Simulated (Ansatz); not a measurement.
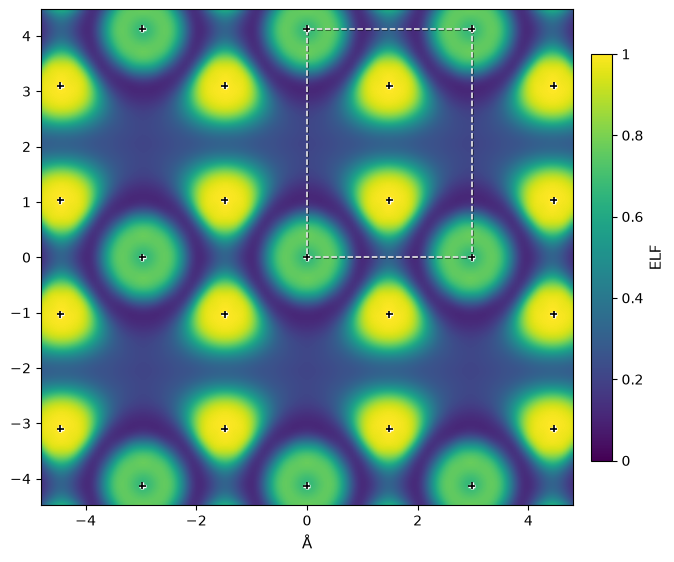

The electron localisation function on a plane through atoms (crosses mark nuclei in the plane).

These are results of Ansatz, DFT PBEsol, scalar-relativistic, plane waves, PAW, not measurements.

Candidates:
A. Sn, a = 9.91 Å, b = 9.35 Å, c = 6.91 Å, α = 90.00°, β = 134.20°, γ = 90.00°. Space group Cm; a structure from a database of computed crystals, not necessarily the ambient phase; changed on purpose from its base cell (atom 1 (Sn) moved +0.075 A along Cartesian [1 1 0]); computed pressure about −4 GPa in this cell.
B. Sr, a = 4.67 Å, b = 4.67 Å, c = 4.67 Å, α = 90.00°, β = 90.00°, γ = 90.00°. Space group Im-3m.
C. VH$_{2}$, a = 2.97 Å, b = 2.97 Å, c = 4.13 Å, α = 90.00°, β = 90.00°, γ = 90.00°. Space group I4/mmm; changed on purpose from its base cell (biaxial strain in the a-b plane, c and atoms relaxed: +1.0 %); computed pressure about −2 GPa in this cell; computed without spin polarisation.

> Which candidate gave the map?

Candidate C: VH$_{2}$ on the (100) plane of the conventional cell, which holds V and H. V–H (1.81 Å): the ELF climbs to about 1 towards the hydrogen.
